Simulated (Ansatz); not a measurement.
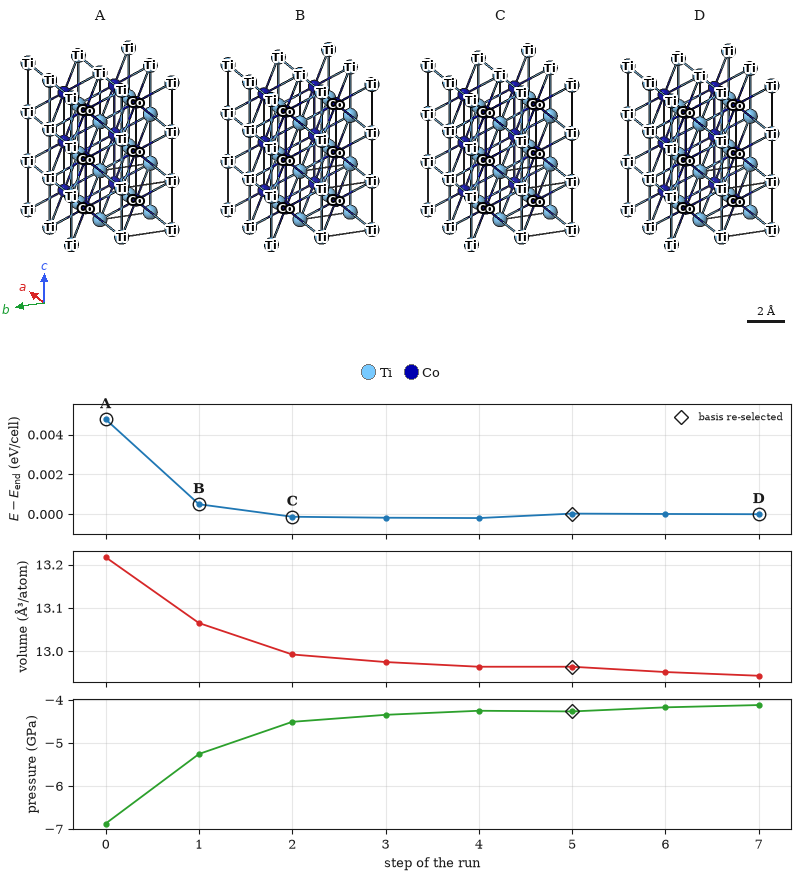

Frames of a relaxation of a crystal of TiCo (set up in P4/mmm), marked on the history of the run. Style: ball-and-stick. Shown: the cell of the calculation, repeated 2 × 2 × 3 with one cell outlined, from a free direction.

Case: biaxial strain in the a-b plane of +3.0 %; c and atoms relaxed.

These are results of DFT PBEsol, scalar-relativistic, plane waves, PAW (Ansatz), not measurements.

The input:
```yaml
crystal:
  lattice:
    - [3.0266625487, 0.0, 0.0]
    - [0.0, 3.0266625487, 0.0]
    - [0.0, 0.0, 2.8856141969]
  atoms:
    - { symbol: Ti, position: [0.0, 0.0, 0.0] }
    - { symbol: Co, position: [0.5, 0.5, 0.5], spin: 0.75 }
basis:
  ecutwfc: 420
kpoints:
  mp_grid: { grid: [18, 18, 18] }
hamiltonian:
  xc: pbesol
scf:
  occupations: { method: gaussian, width: 0.1 }
output:
  forces: true
  stress: true
  eigenvalues: true
  populations: true
magnetization:
  spin_polarized: true
relax:
  adjacent_minimum: "off"
  f_tol: 0.008
  max_steps: 40
  cell: { stress_tol: 0.015, fix: [a, b, gamma] }
```

Launched with:
```bash
ansatz run input.yaml --threads 1 --pin off --max-ram 2560MiB --backend cpu --events-out ev --progress --plain --runs-dir out
```

What happens along the run?

The run was cut off at its time limit before the relaxation converged, so the last structure is only a point on the way. Over 6 accepted moves (7 points after the start) the energy falls by 4.8 meV per cell of the calculation. All forces vanish by symmetry, so only the cell relaxes. The pressure goes from −6.87 to −4.12 GPa. The SCF was repeated once at an unchanged geometry on a basis and grid sized afresh for the cell, which shifted the energy by 0.2 meV per cell of the calculation at most. No atom moves by more than 0.005 Å relative to the cell. The volume changes by −2.1 %, with a = b unchanged at 3.027 Å, c 2.886 → 2.826 Å (−2.1 %). Near-neighbour distances that change, for instance: Co2–Co2 2.886 → 2.826 Å, Ti1–Ti1 2.886 → 2.826 Å, Ti1–Co2 2.581 → 2.565 Å. The space group stays P4/mmm (No. 123). From step 0 to 1: volume −1.1 %, energy −4.3 meV per cell of the calculation. From step 1 to 2: volume −0.6 %, energy −0.6 meV per cell of the calculation. From step 2 to 7: volume −0.4 %, energy +0.1 meV per cell of the calculation.
